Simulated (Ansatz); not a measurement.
**C3H6O (acetone) at B3LYP/6-31G(d) (Cartesian functions)**

Aim: the vertical ionisation energy of C3H6O (acetone) at B3LYP/6-31G* (Cartesian functions), from 2 runs. 

The results are computed with Ansatz 0.2.0.

48 further runs of the same task are left out: 48 set aside as unsound or not needed.

## Step 1: The structure to begin with

C3H6O has 10 atoms, charge 0, and is taken as a singlet. As SMILES, `CC(C)=O`. The shape is that of a PBE0-D4/def2-TZVP optimisation.

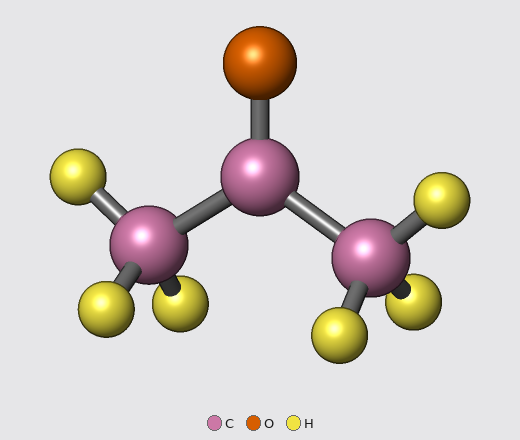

Viewed from a chosen angle; carbon pink, oxygen orange, hydrogen yellow.

## Step 2: The energy at B3LYP/6-31G(d) (Cartesian functions)

molecule.yaml reads:

```yaml
crystal:
  periodic: [false, false, false]
  atoms:
    - {symbol: C, position_ang: [-0.763500, 0.843700, -0.605500]}
    - {symbol: C, position_ang: [0.498000, 0.046700, -0.400600]}
    - {symbol: C, position_ang: [0.525100, -0.866200, 0.797100]}
    - {symbol: O, position_ang: [1.435000, 0.134800, -1.154100]}
    - {symbol: H, position_ang: [-1.637300, 0.186500, -0.611300]}
    - {symbol: H, position_ang: [-0.898500, 1.540800, 0.227000]}
    - {symbol: H, position_ang: [-0.707800, 1.399400, -1.539600]}
    - {symbol: H, position_ang: [-0.233900, -1.646100, 0.683600]}
    - {symbol: H, position_ang: [1.506700, -1.325600, 0.895800]}
    - {symbol: H, position_ang: [0.276100, -0.314000, 1.707400]}
basis:
  gaussian:
    orbitals: "6-31G*"
output: {orbitals: {seedname: orbitals}}
accuracy: high
hamiltonian:
  xc: {name: B3LYP}
```

On the command line:

```bash
$ ansatz run molecule.yaml --threads 1 --pin off --max-ram 3480MiB --events-out events.jsonl --progress --plain --runs-dir runs
```

Log:

```text
Warning: RAYON_NUM_THREADS=1 ignored (pool sized by the plan → 1); use --threads N
Functional definition: B3LYP
  name "B3LYP"
  parameter a0 = 0.2
  parameter ax = 0.72
  parameter ac = 0.81
  exchange = (1 - a0 - ax)*slater_x + ax*b88_x + a0*exact_x
  correlation = (1 - ac)*vwn_rpa_c + ac*lyp_c
1692 factors; integrals over basis functions are off by at most 3.4e-9 eV
mean field evaluation 1: about -5249.1372 eV, gradient 5.8e1 eV
mean field evaluation 2: about -5243.5607 eV, gradient 8.0e1 eV
mean field evaluation 4: about -5256.0199 eV, gradient 1.9e0 eV
mean field evaluation 8: about -5256.0201 eV, gradient 1.4e-1 eV
mean field evaluation 16: about -5256.0202 eV, gradient 6.6e-6 eV
mean field -5256.02018080 eV, -193.1551789860 hartree, gradient 1.2e-8 eV, S^2 0.000000; 0 other end points of the search recorded, 0 dependent functions left out
reference -5256.02021040 eV, -193.1551800739 hartree; 16, 16 occupied and 56, 56 virtual orbitals, 1692 factors
Total energy: -5256.02021040 eV, -193.1551800739 hartree
```

Wall time 5.1 s (1 thread of Arm Neoverse V2, shared host); peak memory 0.21 GiB.

## Step 3: The doublet cation at the same level

in.yaml reads:

```yaml
crystal:
  periodic: [false, false, false]
  atoms:
    - {symbol: C, position_ang: [-0.763500, 0.843700, -0.605500]}
    - {symbol: C, position_ang: [0.498000, 0.046700, -0.400600]}
    - {symbol: C, position_ang: [0.525100, -0.866200, 0.797100]}
    - {symbol: O, position_ang: [1.435000, 0.134800, -1.154100]}
    - {symbol: H, position_ang: [-1.637300, 0.186500, -0.611300]}
    - {symbol: H, position_ang: [-0.898500, 1.540800, 0.227000]}
    - {symbol: H, position_ang: [-0.707800, 1.399400, -1.539600]}
    - {symbol: H, position_ang: [-0.233900, -1.646100, 0.683600]}
    - {symbol: H, position_ang: [1.506700, -1.325600, 0.895800]}
    - {symbol: H, position_ang: [0.276100, -0.314000, 1.707400]}
basis:
  gaussian: {orbitals: "6-31G*"}
accuracy: high
total_charge: 1
output: {orbitals: {seedname: orbitals}}
hamiltonian: {xc: {name: B3LYP}}
magnetization: {spin_polarized: true, initial_magnetization: 1}
```

On the command line:

```bash
$ ansatz run in.yaml --threads 1 --pin off --max-ram 3480MiB --events-out events.jsonl --progress --plain --runs-dir runs
```

Log, cut to the lines that bear on the results:

```text
Warning: RAYON_NUM_THREADS=1 ignored (pool sized by the plan → 1); use --threads N
[... 7 set-up lines as earlier in the session ...]
1692 factors; integrals over basis functions are off by at most 3.4e-9 eV
mean field evaluation 1: about -5238.4604 eV, gradient 4.3e1 eV
mean field evaluation 2: about -5237.3954 eV, gradient 4.6e1 eV
mean field evaluation 4: about -5246.3982 eV, gradient 2.8e0 eV
mean field evaluation 8: about -5246.5762 eV, gradient 4.2e-1 eV
mean field evaluation 16: about -5246.5774 eV, gradient 1.5e-4 eV
mean field -5246.57741120 eV, -192.8081636038 hartree, gradient 7.2e-9 eV, S^2 0.755700; 0 other end points of the search recorded, 0 dependent functions left out
reference -5246.57744105 eV, -192.8081647006 hartree; 16, 15 occupied and 56, 57 virtual orbitals, 1692 factors
Total energy: -5246.57744105 eV, -192.8081647006 hartree
```

Wall time 9.3 s (1 thread of Arm Neoverse V2, shared host); peak memory 0.29 GiB.

## Step 4: What came out

Level: B3LYP/6-31G* (Cartesian functions).

```
                                          quantity          value
                       singlet C3H6O: total energy  -193.15518 Eh
                        singlet C3H6O: HOMO energy       -6.62 eV
                        singlet C3H6O: LUMO energy       -0.20 eV
                      singlet C3H6O: HOMO–LUMO gap        6.42 eV
                      doublet cation: total energy  -192.80816 Eh
doublet cation: HOMO energy (highest over α and β)      -16.27 eV
 doublet cation: LUMO energy (lowest over α and β)      -12.24 eV
                              doublet cation: ⟨S²⟩          0.756
vertical ionisation energy (to the doublet cation)       9.443 eV
```

What this shows: Removing an electron at fixed nuclei costs 9.44 eV (218 kcal/mol). −ε(HOMO) before ionisation, 6.62 eV, is 2.83 eV below this ionisation energy.
